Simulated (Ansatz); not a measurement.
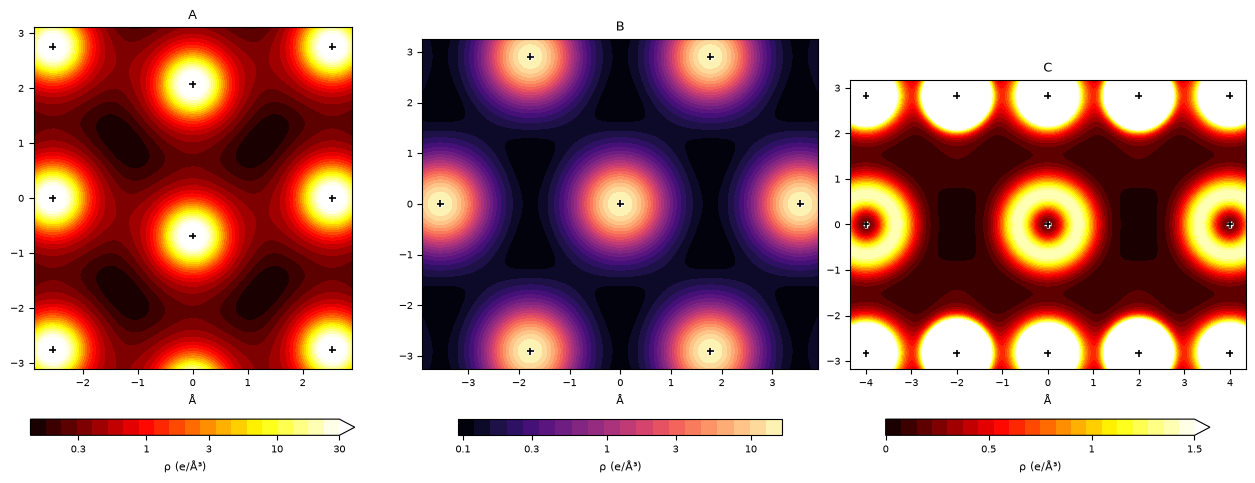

The valence pseudo-density of 3 systems, each on a plane through atoms (crosses mark nuclei in the plane).

Computed with Kohn-Sham DFT of a periodic cell, r2SCAN, Ansatz PAW (Ansatz).

System 1: BaTiO₃, the (101) plane of the conventional cell. Space group Pm-3m.

System 2: Ge, the (010) plane of the conventional cell. Space group I4₁/amd; a structure from a database of computed crystals, not necessarily the ambient phase; computed pressure about 4 GPa in this cell.

```
Ge
1.0
     5.07939    0.00000    0.00000
     0.00000    5.07939    0.00000
     0.00000    0.00000    2.75705
Ge
4
Direct
  0.00000 0.00000 0.50000
  0.50000 0.50000 0.00000
  0.50000 0.00000 0.25000
  0.00000 0.50000 0.75000
```

System 3: Sn, the (101) plane of the conventional cell. Space group Immm; a structure from a database of computed crystals, not necessarily the ambient phase; computed pressure about −2 GPa in this cell.

```cif
data_structure
_symmetry_space_group_name_H-M 'P 1'
_symmetry_Int_Tables_number 1
_cell_length_a 3.4531
_cell_length_b 3.5511
_cell_length_c 4.6767
_cell_angle_alpha 90.000
_cell_angle_beta 90.000
_cell_angle_gamma 90.000
_cell_volume 57.35
loop_
_atom_site_label
_atom_site_type_symbol
_atom_site_fract_x
_atom_site_fract_y
_atom_site_fract_z
_atom_site_occupancy
Sn1 Sn 0.00000 0.00000 0.00000 1
Sn2 Sn 0.50000 0.50000 0.50000 1
```

Match each panel to its system.

Answer. Panel A is system 2, Ge: the plane holds Ge. Ge–Ge (2.63 Å): ρ at the midpoint is about 0.36 e/Å³. Panel B is system 3, Sn: the plane holds Sn. Sn–Sn (3.41 Å): ρ at the midpoint is about 0.14 e/Å³. Panel C is system 1, BaTiO₃: the plane holds Ba, Ti and O. Ti–O (2.00 Å): ρ is about 0.63 e/Å³ halfway.
